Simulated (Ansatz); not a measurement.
# ZnS: LAPW beside PAW, part 2 of 2

Aim: solve ZnS at one geometry with all-electron LAPW, PAW with frozen cores and datasets made for this crystal, and see where they agree. The cell is first relaxed from a guess with PAW; it needn't be the stable phase of this composition.

Ansatz 0.2.0; DFT PBE; a cell built from a prototype (wurtzite type), not taken from measurement. «Crystal datasets» are all-electron PAW datasets made for this crystal. The steps go on from the part before.

## (3) All-electron LAPW

File input.yaml:

```yaml
crystal:
  lattice:
    - [3.845177355, 0.0, 0.0]
    - [-1.9225886775, 3.3300212715, 0.0]
    - [0.0, 0.0, 6.3055372693]
  atoms:
    - { symbol: Zn, position: [0.3333333333, 0.6666666667, 0.0007272007] }
    - { symbol: Zn, position: [0.6666666667, 0.3333333333, 0.5007272007] }
    - { symbol: S, position: [0.3333333333, 0.6666666667, 0.3752727993] }
    - { symbol: S, position: [0.6666666667, 0.3333333333, 0.8752727993] }
kpoints:
  mp_grid: { grid: [12, 12, 7] }
  band_path:
    path:
      - [0.0, 0.0, 0.0]
      - [0.5, 0.0, 0.0]
      - [0.3333333333, 0.3333333333, 0.0]
      - [0.0, 0.0, 0.0]
      - [0.0, 0.0, 0.5]
      - [0.5, 0.0, 0.5]
      - [0.3333333333, 0.3333333333, 0.5]
      - [0.0, 0.0, 0.5]
      - [0.5, 0.0, 0.5]
    npoints: 14
scf:
  occupations: { method: fermi_dirac, width: 0.03 }
hamiltonian:
  xc: pbe
  pseudopotentials: { kind: all_electron, lapw: { basis_error: 0.001 } }
output:
  forces: true
  stress: true
  eigenvalues: true
  populations: true
  dos: { projected: true, de: 0.2, e_range: [-14, 8] }
```

The run is started by

```
$ ansatz run input.yaml --threads 1 --pin off --max-ram 3072MiB --backend cpu --events-out ev --progress --plain --runs-dir out
```

Log:

```text
Zn: projections on atomic orbitals take those of the free atom 1s2 2s2 2p6 3s2 3p6 3d10 4s2, of charge +0.00 (hamiltonian.pseudopotentials.projection_atoms)
S: projections on atomic orbitals take those of the free atom 1s2 2s2 2p6 3s2 3p4, of charge +0.00 (hamiltonian.pseudopotentials.projection_atoms)
LAPW: plane waves up to 8.504 Å⁻¹, error target 1.0e-3 eV per atom; small_component_spin mean_spin; S in spheres of 1.045 Å, 14 of its electrons in bands, Dirac shells []; Zn in spheres of 1.311 Å, 20 of its electrons in bands, Dirac shells []
Engine: ansatz 0.2.0
Pseudopotentials: kind: all_electron
Pseudopotential: Zn, LAPW, valence charge 20, Koelling and Harmon's equation, gaussian nucleus
Pseudopotential: S, LAPW, valence charge 14, Koelling and Harmon's equation, gaussian nucleus
Functional definition: PBE
  parameter kappa = 0.804
  parameter beta = 0.06672455060314922
  exchange = pbe_x(kappa = kappa, mu = beta*pi^2/3)
  correlation = pbe_c(beta = beta)
Crystal: 4 atoms, lattice volume = 80.739 Å³
Basis set: ecut = 275.5254911272632 eV, 833 PW (Γ), exchange–correlation at level 2
Bands: 41, of which v1, the nominal top of the filled ones, is band 34 counted from 1 (33 counted from 0)
Symmetry: 12 space group operations
Space group: P63mc (ITA 186), of the structure as read, at distance tolerance 4.3e-5 Å
k-points: 76 of 1008 (time reversal used)
Non-local potential: Zn, projectors of the file, none
Non-local potential: S, projectors of the file, none
Initial density: superposition of atomic densities (chi_scale 0.1, normalization cell, long waves kept (reshape's long-wave potential 0.00 eV rms))
Initial wavefunctions: plane waves of lowest kinetic energy (no species holds an atomic orbital)
Functional: x = pbe(κ = 0.804, μ = 0.2195149727645171), c = pbe(β = 0.06672455060314922)
iter 1 solved again at ethr=3.10e-3 eV; its pass at ethr=1.00e-1 eV (dr2=2.11e0 eV) is discarded
SCF iter   1: F=—  HF=-119475.520288 eV  |F-HF|=—  |Δ(HF+E_count)|=         —  Δρ=3.97e-2  dr2=2.11e0  ethr=3.10e-3  ⟨swp⟩=2.0  Hψ=21071  notcnv=0
preconditioner: auto → Resta (q_TF=auto, 2.651 Å⁻¹)  ε∞=5.9  [insulator: Δε(μ)=2.369 eV  Ē_g=11.145 eV  σ=0.030 eV  W_gap=1.00  n_scr=22 (ndim 8)  ℏωp=24.8 eV  f_vac=0.114  D(μ)=0.00/eV (n_scr^D=0)  ε∞_Penn≈5.9]
SCF iter   2: F=—  HF=-119474.816519 eV  |F-HF|=—  |Δ(HF+E_count)|=   7.04e-1  Δρ=1.79e-2  dr2=3.83e-1  ethr=3.10e-3  ⟨swp⟩=2.8  Hψ=9304  notcnv=0
SCF iter   3: F=—  HF=-119474.726057 eV  |F-HF|=—  |Δ(HF+E_count)|=   9.05e-2  Δρ=1.21e-2  dr2=1.77e-1  ethr=5.63e-4  ⟨swp⟩=2.0  Hψ=9180  notcnv=0
SCF iter   4: F=—  HF=-119474.652180 eV  |F-HF|=—  |Δ(HF+E_count)|=   7.39e-2  Δρ=5.49e-3  dr2=3.05e-2  ethr=2.61e-4  ⟨swp⟩=2.2  Hψ=9205  notcnv=0
iter 5 solved again at ethr=2.16e-6 eV; its pass at ethr=4.49e-5 eV (dr2=1.47e-3 eV) is discarded
SCF iter   5: F=—  HF=-119474.659698 eV  |F-HF|=—  |Δ(HF+E_count)|=         —  Δρ=1.15e-3  dr2=1.46e-3  ethr=2.16e-6  ⟨swp⟩=2.0  Hψ=15574  notcnv=0
the basis was enlarged: its passes take 9.1 MiB over the memory plan, 1 of 1 planned eigensolver slots
SCF iter   6: F=—  HF=-119474.661445 eV  |F-HF|=—  |Δ(HF+E_count)|=   1.75e-3  Δρ=4.18e-4  dr2=2.23e-4  ethr=2.15e-6  ⟨swp⟩=3.0  Hψ=9324  notcnv=0
SCF iter   7: F=—  HF=-119474.661939 eV  |F-HF|=—  |Δ(HF+E_count)|=   4.94e-4  Δρ=9.69e-5  dr2=1.30e-5  ethr=3.28e-7  ⟨swp⟩=3.0  Hψ=9741  notcnv=0
SCF iter   8: F=—  HF=-119474.661974 eV  |F-HF|=—  |Δ(HF+E_count)|=   3.44e-5  Δρ=2.64e-5  dr2=8.23e-7  ethr=1.91e-8  ⟨swp⟩=3.0  Hψ=9659  notcnv=0
SCF iter   9: F=-119474.661974 eV  HF=-119474.661975 eV  |F-HF|=4.38e-8  |Δ(HF+E_count)|=   8.33e-7  Δρ=5.73e-6  dr2=3.68e-8  ethr=1.21e-9  ⟨swp⟩=3.0  Hψ=9528  notcnv=0
SCF 1 converged in 9 iterations: F = -119474.661974 eV  dr2 = 3.68e-8
the search or the solves at the SCF's close seem to have found levels that the self-consistency loop had missed (the run counts 2). By its estimate they hold under 1e-12 electrons; where the run keeps them, the occupations were computed again with them
NSCF: frozen V_eff on 113 k-points
SCF converged after 9 iterations
Free energy (F): -119474.661974 eV
Harris-Foulkes:  -119474.661975 eV  (|F-HF|=4.38e-8)
Internal energy: -119474.661974 eV  (E = F + TS)
E sigma→0 (E₀):  -119474.661974 eV
Fermi energy:    8.062296 eV
--- Per-component energies (eV) ---
  E_band       = -3778.453518
  E_kinetic    = 121367.208724
  E_xc         = -5297.488646
  E_electrostatic = -235544.382052  (all electrons and nuclei)
  E_smearing   = -0.000000  (= −TS)
  E_closure    = 0.000000  (closes the sum)
  E_atoms      = -119460.994694  (free atoms, spherical and without spin; not in F)
  Σ components = -119474.661974   (vs F -119474.661974, Δ=0.00e0)
  Basis errors (estimates in eV, not in F): energy 4.6e-4 per atom: plane waves 4.1e-4 (2.4e-4 summed), levels above the bands 6.1e-91, relativity 2.4e-8, radial functions 4.5e-5, core shells 1.5e-10; eigenvalues (radial functions only) 1.1e-6; not estimated: angular momenta, meshes, grids; target (lapw.basis_error) 1.0e-3; muffin-tin radii S 1.045 Å, Zn 1.311 Å
--- Forces (eV/Å), atoms counted from 1 ---
  atom   1  Zn    -0.00000000    -0.00000000     0.00057612
  atom   2  Zn    -0.00000000     0.00000000     0.00057612
  atom   3  S      0.00000000    -0.00000000    -0.00058350
  atom   4  S      0.00000000     0.00000000    -0.00058350
  max |Σ_I F_I| component: 1.48e-5 eV/Å
--- Stress (GPa, compression-positive) ---
        0.013257       0.000000      -0.000000
       -0.000000       0.013257      -0.000000
       -0.000000      -0.000000       0.013102
  P = ⅓ Tr σ = 0.0132 GPa (0.132 kbar)
--- Band table (eV; the first three rows and the last of 76) ---
  k-point 0: bands = ["-197.6309", "-197.6309", "-142.4057", "-142.4057", "-142.4034", "-142.4034", "-142.4034", "-142.4034", "-117.8168", "-117.8168", "-71.9867", "-71.9867", "-71.9867", "-71.9867", "-71.9862", "-71.9860", "-6.0068", "-5.1174", "0.7470", "0.7587", "0.7587", "0.8369", "0.8369", "1.1771", "1.1771", "1.2493", "1.2493", "1.4019", "1.8375", "6.1455", "6.1455", "6.9254", "6.9996", "6.9996", "9.0812", "10.0513", "13.3078", "13.3078", "13.5646", "14.6445", "14.6445"]
  k-point 1: bands = ["-197.6309", "-197.6309", "-142.4057", "-142.4057", "-142.4034", "-142.4034", "-142.4034", "-142.4034", "-117.8168", "-117.8168", "-71.9867", "-71.9867", "-71.9867", "-71.9867", "-71.9862", "-71.9860", "-5.9690", "-5.1694", "0.7448", "0.7612", "0.7612", "0.8317", "0.8317", "1.1749", "1.1816", "1.1816", "1.2468", "1.2468", "2.2259", "6.1845", "6.1845", "6.4825", "6.9533", "6.9533", "9.4772", "10.1013", "13.3362", "13.3362", "13.4187", "14.5213", "14.5213"]
  k-point 2: bands = ["-197.6309", "-197.6309", "-142.4057", "-142.4057", "-142.4034", "-142.4034", "-142.4034", "-142.4034", "-117.8168", "-117.8168", "-71.9867", "-71.9867", "-71.9867", "-71.9867", "-71.9862", "-71.9861", "-5.8603", "-5.3095", "0.7437", "0.7692", "0.7692", "0.8178", "0.8178", "0.9461", "1.1939", "1.1939", "1.2391", "1.2391", "2.9156", "5.6118", "6.2952", "6.2952", "6.8264", "6.8264", "10.1273", "10.2406", "13.2218", "13.4347", "13.4347", "14.2291", "14.2291"]
  k-point 75: bands = ["-197.6309", "-197.6309", "-142.4057", "-142.4057", "-142.4034", "-142.4034", "-142.4034", "-142.4034", "-117.8168", "-117.8168", "-71.9868", "-71.9868", "-71.9868", "-71.9868", "-71.9861", "-71.9861", "-4.8840", "-4.8840", "0.8825", "0.8879", "0.8879", "0.9496", "1.1165", "1.1165", "1.1792", "1.1801", "1.5231", "1.5231", "2.3978", "2.3978", "3.9073", "4.2682", "5.6626", "5.6626", "11.5220", "11.5220", "12.9067", "13.7680", "14.2761", "14.2761", "16.6918"]
--- Löwdin populations: 4 sites ---
  site symbol       q [e]
     0     Zn     28.7286
     1     Zn     28.7286
     2      S     17.0634
     3      S     17.0634
  spilling = 0.004520 (of n_electrons = 92.000000)
```

Wall time 2.6 min (1 thread of Arm Neoverse V1, shared host); peak memory 0.58 GiB.

This run gives: pressure 0.01 GPa; gap 2.08 eV, direct at Γ.

At the corners of the path (eV, zero at the valence-band top):

```csv
point,band 31,band 32,band 33,band 34,band 35,band 36,band 37
Γ,-0.85,-0.07,0.00,0.00,2.08,3.05,6.31
M,-3.14,-2.14,-1.60,-0.85,3.68,4.17,5.13
K,-3.68,-2.22,-2.22,-2.00,4.35,5.77,5.77
Γ,-0.85,-0.07,0.00,0.00,2.08,3.05,6.31
A,-0.45,-0.45,-0.45,-0.45,3.48,3.48,6.74
L,-1.56,-1.56,-1.54,-1.54,3.54,3.54,5.23
H,-2.92,-2.92,-1.29,-1.29,4.46,4.46,6.34
A,-0.45,-0.45,-0.45,-0.45,3.48,3.48,6.74
L,-1.56,-1.56,-1.54,-1.54,3.54,3.54,5.23
```

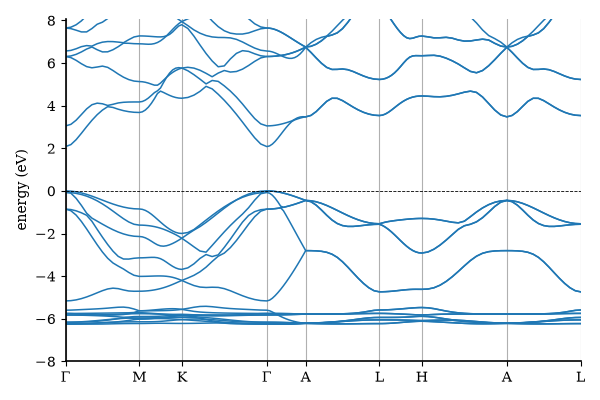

Bands along the path, counted from its valence-band top.

States per cell, counted by energy window (eV from the valence-band top, on a grid of 0.20 eV):

```
from  to  total  Zn 3d  S 3p  Zn 4s
 -10  -9   0.00   0.00  0.00   0.00
  -9  -8   0.00   0.00  0.00   0.00
  -8  -7   0.00   0.00  0.00   0.00
  -7  -6   7.95   7.04  0.80   0.10
  -6  -5  12.05  11.51  0.35   0.10
  -5  -4   2.24   0.36  1.23   0.55
  -4  -3   1.48   0.23  0.93   0.20
  -3  -2   2.43   0.21  1.97   0.10
  -2  -1   4.04   0.31  3.49   0.04
  -1   0   1.81   0.15  1.59   0.01
   0   1   0.00   0.00  0.00   0.00
   1   2   0.00   0.00  0.00   0.00
   2   3   0.04   0.00  0.00   0.02
   3   4   1.10   0.00  0.19   0.45
   4   5   2.65   0.01  0.53   0.97
   5   6   2.52   0.01  0.28   0.38
   6   7   2.18   0.00  0.14   0.17
```

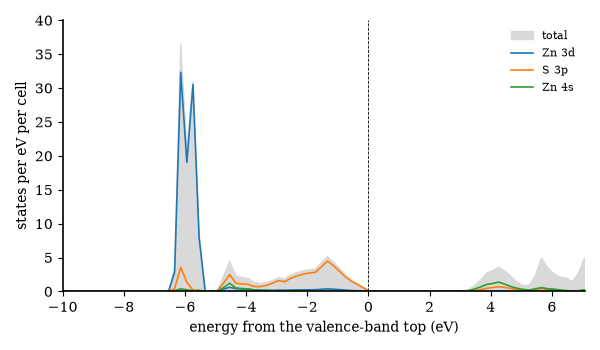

Density of states, total and projected.

## (4) PAW with frozen cores

Edit input.yaml of step 3 so:

```diff
@@ -28,3 +28,3 @@
   xc: pbe
-  pseudopotentials: { kind: all_electron, lapw: { basis_error: 0.001 } }
+  pseudopotentials: { kind: paw }
 output:
@@ -33,3 +33,9 @@
   eigenvalues: true
+  efg: { contact_densities: true }
   populations: true
+  bader: true
   dos: { projected: true, de: 0.2, e_range: [-14, 8] }
+  write_density: true
+  write_potential: true
+  elf: true
+  volumetric_format: npy
```

The run is started by

```
$ ansatz run input.yaml --threads 1 --pin off --max-ram 3072MiB --backend cpu --events-out ev --progress --plain --runs-dir out
```

Log, cut to the lines that bear on the results:

```text
[...]
Pseudopotentials: kind: paw
Pseudopotential: Zn, paw, valence charge 12, recommended cutoff 420 eV (normal)
Pseudopotential: S, paw, valence charge 6, recommended cutoff 420 eV (normal)
Functional definition: PBE
[...]
Crystal: 4 atoms, lattice volume = 80.739 Å³
Basis set: ecut = 420 eV, 1581 PW (Γ), exchange–correlation on 54×54×90 points (8 copies of the dense FFT grid, shifted against one another)
Bands: 22, of which v1, the nominal top of the filled ones, is band 18 counted from 1 (17 counted from 0)
Symmetry: 12 space group operations
Space group: P63mc (ITA 186), of the structure as read, at distance tolerance 4.3e-5 Å
k-points: 76 of 1008 (time reversal used)
[...]
SCF iter   1: F=—  HF=-8445.456842 eV  |F-HF|=—  |Δ(HF+E_count)|=         —  Δρ=5.24e-4  dr2=2.57e-4  ethr=1.77e-3  ⟨swp⟩=6.1  Hψ=8086  notcnv=0
[...]
  atom   2  Zn V_zz =    +0.059512   η = 0.0000   by run symmetry: allowed
            electrostatic potential = -3941.293575 V   contact ρ = 166603.102027 e/Å³
  atom   3  S  V_zz =    +0.258970   η = 0.0000   by run symmetry: allowed
            electrostatic potential = -1632.727552 V   contact ρ = 19765.303683 e/Å³
  atom   4  S  V_zz =    +0.258970   η = 0.0000   by run symmetry: allowed
            electrostatic potential = -1632.727552 V   contact ρ = 19765.303683 e/Å³
--- Band table (eV; the first three rows and the last of 76) ---
[... band rows left out ...]
[...]
--- Löwdin populations: 4 sites ---
  site symbol       q [e]
     0     Zn     10.7252
     1     Zn     10.7252
     2      S      7.0814
     3      S      7.0814
  spilling = 0.010743 (of n_electrons = 36.000000)
--- Bader charges: 4 sites ---
  site symbol  charge [e]  shift [e]
     0     Zn      0.8930     0.0027
     1     Zn      0.8930     0.0027
     2      S     -0.8930     0.0027
     3      S     -0.8930     0.0027
  estimated error of the sums over rays = 3.5e-4 e
```

Run time: 59 s. Hardware: 1 thread of Arm Neoverse V1, shared host; peak memory 0.43 GiB.

Result: pressure 0.00 GPa; gap 2.08 eV, direct at Γ; Vzz Zn1 0.06 (η = 0.00), S3 0.26 (η = 0.00) (10²¹ V/m²).

| atom | Bader charge (e) | basin volume (Å³) |
| --- | --- | --- |
| Zn1 | +0.89 | 14.01 |
| S3 | -0.89 | 26.36 |

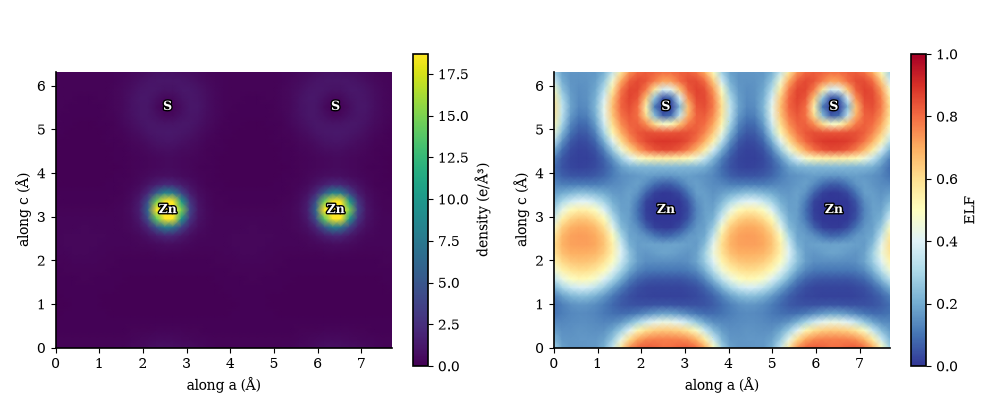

Density (left) and ELF (right) in a lattice plane of the grid's cell (edges 3.85 and 6.31 Å, at 0.333 of the third edge), which holds Zn and S. Only atoms in the plane are labelled; the density scale stops at 18.70 e/Å³. Both are smooth fields of the valence electrons: close to the nuclei they are not physical.

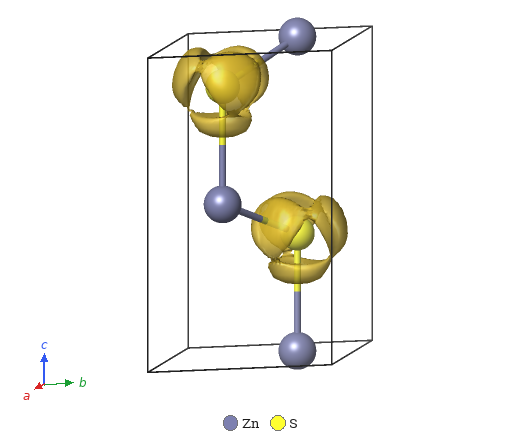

Surface of ELF = 0.84, drawn in one cell.

Outside the cores ELF peaks at 0.90 on the S–Zn line, 0.8 Å from S.

## (5) Datasets made for this crystal

Edit input.yaml of step 4 so:

```diff
@@ -23,3 +23,3 @@
       - [0.5, 0.0, 0.5]
-    npoints: 14
+    npoints: 8
 scf:
@@ -28,3 +28,3 @@
   xc: pbe
-  pseudopotentials: { kind: paw }
+  pseudopotentials: { kind: all_electron, datasets: crystal }
 output:
@@ -34,8 +34 @@
   efg: { contact_densities: true }
-  populations: true
-  bader: true
-  dos: { projected: true, de: 0.2, e_range: [-14, 8] }
-  write_density: true
-  write_potential: true
-  elf: true
-  volumetric_format: npy
```

The run is started by

```
$ ansatz run input.yaml --threads 1 --pin off --max-ram 3072MiB --backend cpu --events-out ev --progress --plain --runs-dir out
```

Log, cut to the lines that bear on the results:

```text
[...]
Pseudopotentials: kind: all_electron
Pseudopotential: Zn, paw, valence charge 20, recommended cutoff 280 eV (normal), Koelling and Harmon's equation, gaussian nucleus
Pseudopotential: S, paw, valence charge 6, recommended cutoff 280 eV (normal), Koelling and Harmon's equation, gaussian nucleus
Functional definition: PBE
[...]
Crystal: 4 atoms, lattice volume = 80.739 Å³
Basis set: ecut = 280 eV, 845 PW (Γ), exchange–correlation on 48×48×72 points (8 copies of the dense FFT grid, shifted against one another)
Bands: 22, of which v1, the nominal top of the filled ones, is band 18 counted from 1 (17 counted from 0)
Symmetry: 12 space group operations
Space group: P63mc (ITA 186), of the structure as read, at distance tolerance 4.3e-5 Å
k-points: 76 of 1008 (time reversal used)
[...]
--- PAW observables at the nuclei: V_zz in 10²¹ V/m², potentials from the cell's mean, atoms counted from 1 ---
  atom   1  Zn V_zz =    +0.056441   η = 0.0000   by run symmetry: allowed
            electrostatic potential = -3941.211262 V   contact ρ = 166674.454847 e/Å³
  atom   2  Zn V_zz =    +0.056441   η = 0.0000   by run symmetry: allowed
            electrostatic potential = -3941.211262 V   contact ρ = 166674.454847 e/Å³
  atom   3  S  V_zz =    +0.260964   η = 0.0000   by run symmetry: allowed
            electrostatic potential = -1632.606695 V   contact ρ = 19783.394768 e/Å³
  atom   4  S  V_zz =    +0.260964   η = 0.0000   by run symmetry: allowed
            electrostatic potential = -1632.606695 V   contact ρ = 19783.394768 e/Å³
--- Band table (eV; the first three rows and the last of 76) ---
  k-point 0: bands = ["-6.0067", "-5.1173", "0.7466", "0.7583", "0.7583", "0.8366", "0.8366", "1.1766", "1.1766", "1.2489", "1.2489", "1.4015", "1.8375", "6.1455", "6.1455", "6.9254", "6.9995", "6.9995", "9.0811", "10.0512"]
[...]
```

It took 67 s on 1 thread of Arm Neoverse V1, shared host; peak memory 0.85 GiB.

Result: pressure 0.01 GPa; gap 2.08 eV, direct at Γ; Vzz Zn1 0.06 (η = 0.00), S3 0.26 (η = 0.00) (10²¹ V/m²).

```
atom  contact density (e/Å³)
 Zn1                166674.5
  S3                19783.39
```

## (6) The methods compared

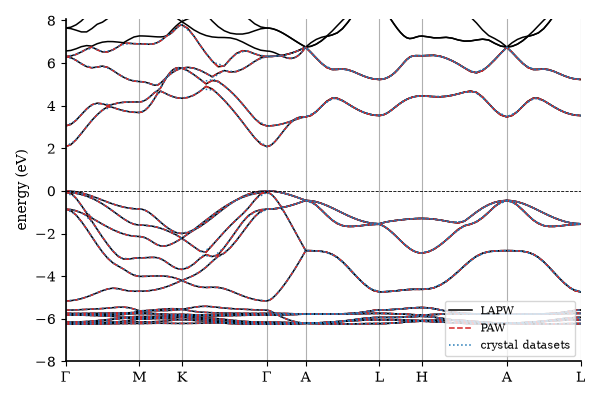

Bands of 3 runs (LAPW; PAW; crystal datasets) drawn together, counted from each run's valence-band top.

| method | pressure (GPa) | gap (eV) | Vzz Zn1 (10²¹ V/m²) | Vzz S3 (10²¹ V/m²) | SCF cycles, all passes |
| --- | --- | --- | --- | --- | --- |
| LAPW | 0.01 | 2.08 | – | – | 9 |
| PAW | 0.00 | 2.08 | 0.06 | 0.26 | 6 |
| crystal datasets | 0.01 | 2.08 | 0.06 | 0.26 | 10 |

## (7) Summary of results

The summary covers parts 1 to 2.

| quantity | value |
| --- | --- |
| pressure | LAPW 0.01, PAW 0.00, crystal datasets 0.01 GPa |
| gap (LAPW) | 2.08 eV, direct at Γ |
| Bader charges (PAW) | Zn1 +0.89, S3 -0.89 e |
| highest ELF (PAW) | 0.90, 0.80 Å from S |

The pressure is within half a GPa of zero, so the volume is close to equilibrium at this level. A gap opens: 2.08 eV, direct at Γ. It is the Kohn-Sham gap of a semilocal functional, which mostly lies below the gap found in experiment. Measured gap of ZnS: 3.911 eV (direct; 4 K; a printed reference work, monograph). This calculation gives 2.08 eV (-46.8 %). Semilocal functionals fall short of gaps. The calculation has no temperature and no excitons. S 3p states make 91 % of the projected weight in the top eV of the valence band. The projection holds only the free atom's occupied shells (Zn 4s, Zn 3d, S 3s, S 3p in this range). The field gradient at S3, the largest by crystal datasets, is 0.26 by PAW and 0.26 by crystal datasets (10²¹ V/m²), within 5 %. In pressure, PAW differs from LAPW by -0.01 GPa and less than 0.01 eV in the gap. The price, with the outputs that each input asks for: 2.6 min for LAPW against 59 s for PAW, about 2.6 to one. A measured lattice constant c of ZnS is 6.2576 Å (300 K; a printed reference work, data compilation); the calculated 6.306 Å misses it by +0.8 %. The calculation is for a static lattice.
